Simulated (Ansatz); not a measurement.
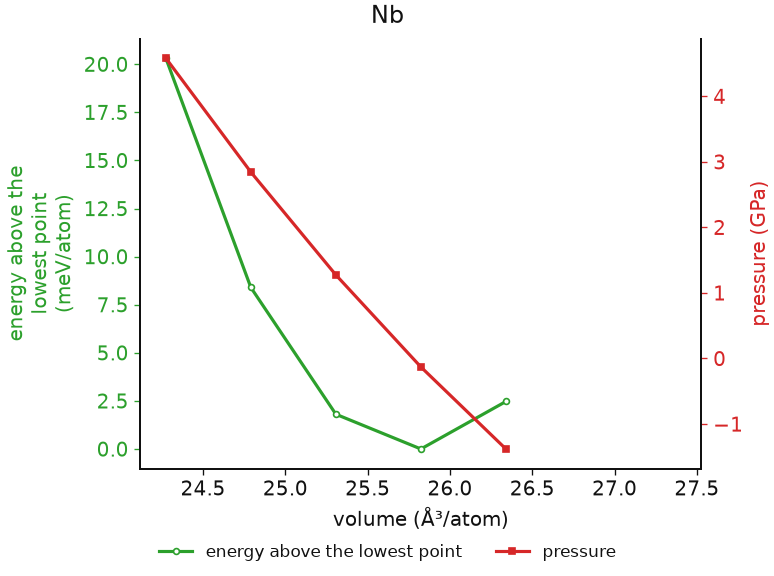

The figure shows the energy above the lowest point and pressure against volume for Nb, space group Fd-3m (No. 227) (one of a set of cubic test structures, which need not be the stable phase).

How it was computed, with Ansatz 0.2.0 development build: equation of state of a cubic crystal from periodic Kohn-Sham density functional theory without spin, third-order Birch-Murnaghan fit to the free energies; pressure corrected for the finite basis. Level: PBE.

| setting | value |
| --- | --- |
| structure type | diamond |
| atoms in cell | 2 |
| space group number | 227 |
| lattice centring | face-centred primitive |
| k mesh | 16×16×16 |
| occupation method | Fermi–Dirac |
| occupation width | 0.06123 eV |
| wave cutoff | 420 eV |
| datasets | soft-1 PAW |
| density tolerance | 1e−07 eV |
| bands | 17 |
| density cutoff ratio | 4 |
| search for lower states | default |

The points at volume 26.86 Å³/atom and 27.37 Å³/atom are left out of the plot. What values does the calculation give there?

| volume (Å³/atom) | energy above the lowest point (meV/atom) | pressure (GPa) |
| --- | --- | --- |
| 26.86 | 8.8 | −2.505 |
| 27.37 | 18.5 | −3.518 |

Limits of the calculation: cubic model structure, not the ambient form.
